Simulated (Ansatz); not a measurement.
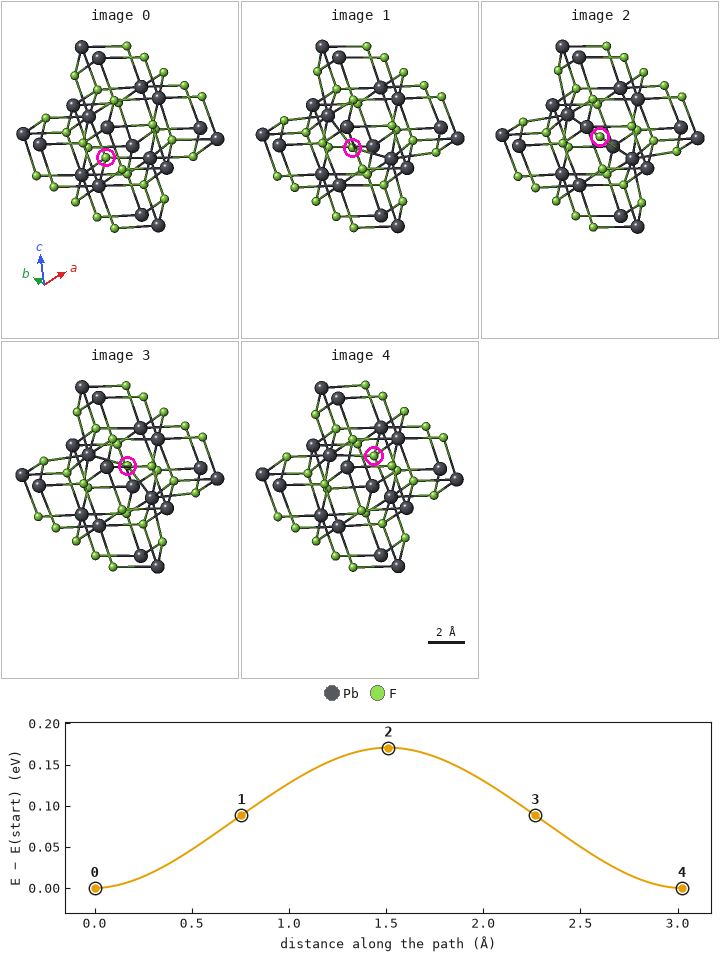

A nudged-elastic-band calculation for a defect cell of composition Pb8F15 (cell charge +1) with an F vacancy (23 atoms in the cell). Images are numbered from 0 (start) to 4 (end). Style: ball-and-stick. Shown: the atoms within 5.6 Å of the middle of the path, slightly off an axis. The moving atom is ringed, with any periodic copies. Bonds to atoms that aren't drawn are left out.

Computed with DFT PBEsol, scalar-relativistic, plane waves, PAW (Ansatz). Settings: plane-wave cutoff 420 eV; k-point mesh 4 × 4 × 4; Gaussian smearing 0.05 eV; 3 movable images; climbing image from the first iteration; force threshold 0.05 eV/Å; iteration limit 60.

> What happens along the path, and what is the barrier?

The barrier is about 0.171 eV in both directions, with image 2 at the top; the ends have the same energy. It is a vacancy jump: a nearby atom moves into the empty site and leaves its own site empty. An F atom travels furthest, 2.81 Å from end to end, along [1 −1 1], on a straight line. At the highest image its nearest neighbour (Pb) is 2.28 Å away, against 2.54 Å at the start, and the surrounding atoms stand up to 0.31 Å off the mean of their end positions. The band is converged.

Limits of the set-up: the periodic images lie only 8.3 Å apart, so the values are limited by the cell's size; the cell is charged, on a uniform background, and energies carry no finite-size correction.

Cost: 19 min on 4 threads of Arm Neoverse V2 (shared host), peak memory 4.8 GiB.
